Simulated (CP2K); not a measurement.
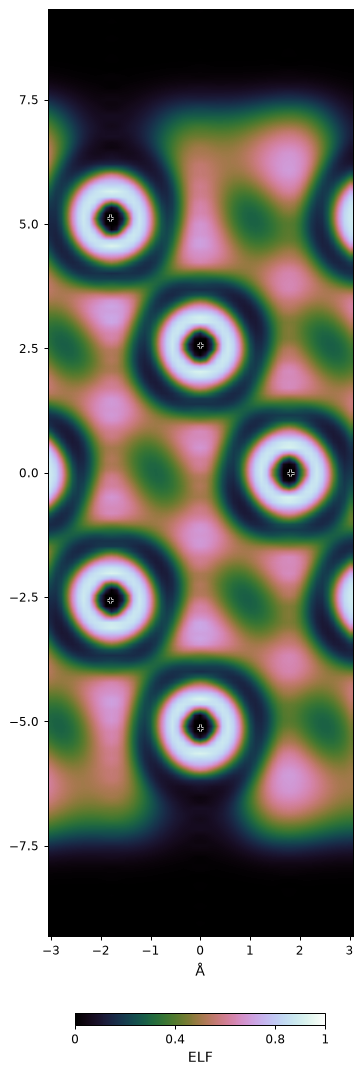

The electron localisation function on a plane through atoms (crosses mark nuclei in the plane).

Method: Kohn-Sham DFT of a periodic cell, PBE, GTH-PBE with UZH-TZVP basis in CP2K.

Candidates:
A. Mo (slab), a = 2.85 Å, b = 2.85 Å, c = 24.31 Å, α = 90.00°, β = 90.00°, γ = 120.00°. 
B. Al (slab), a = 2.83 Å, b = 2.83 Å, c = 28.78 Å, α = 90.00°, β = 90.00°, γ = 120.00°. 
C. Hf (slab), a = 3.14 Å, b = 3.14 Å, c = 25.25 Å, α = 90.00°, β = 90.00°, γ = 120.00°. Not relaxed (largest force 0.7 eV/Å).

**Which candidate gave the map?**

Candidate C: Hf on the (110) plane of the calculation cell, a cut from vacuum to vacuum, which holds Hf. Hf–Hf (3.14 Å): the ELF is about 0.30 at the midpoint.
